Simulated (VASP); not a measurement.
System MoSe2 (space group P6_3/mmc, No. 194); source of the atomic positions: coordinates from a relaxation with VASP Kohn-Sham DFT of a periodic cell, PBEsol, VASP PAW PBE potentials, recommended (VASP 6.6.1).

```cif
data_structure
_symmetry_space_group_name_H-M 'P 1'
_symmetry_Int_Tables_number 1
_cell_length_a 3.2718
_cell_length_b 3.2718
_cell_length_c 13.1440
_cell_angle_alpha 90.000
_cell_angle_beta 90.000
_cell_angle_gamma 120.000
_cell_volume 121.85
loop_
_atom_site_label
_atom_site_type_symbol
_atom_site_fract_x
_atom_site_fract_y
_atom_site_fract_z
_atom_site_occupancy
Mo1 Mo 0.66667 0.33333 0.75000 1
Mo2 Mo 0.33333 0.66667 0.25000 1
Se1 Se 0.66667 0.33333 0.37676 1
Se2 Se 0.33333 0.66667 0.87676 1
Se3 Se 0.66667 0.33333 0.12324 1
Se4 Se 0.33333 0.66667 0.62324 1
```

Describe the stacking along c, with columns A (0, 0), B (1/3, 2/3), C (2/3, 1/3) of the hexagonal mesh.

Se(C) – Mo(B) – Se(C) – Se(B) – Mo(C) – Se(B) (six layers in 13.14 Å).

Se layers alone: CCBB, a sequence in which some neighbouring layers lie directly above each other.

Mo: two trigonal-prismatic sites (per hexagonal cell). Two of the four gaps between Se layers are empty, 3.24 Å wide.

Polytype symbol 2H, the symbol of a layered MX2 polytype (number of slabs in the repeat and lattice).

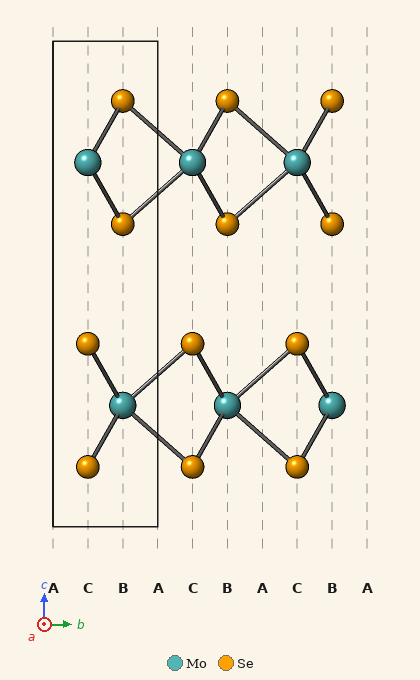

Projection along an edge of the hexagonal mesh, stacking direction c upwards. The dashed lines mark the three columns A (0, 0), B (1/3, 2/3) and C (2/3, 1/3). The sequence starts with the first layer at or above the cell's origin.
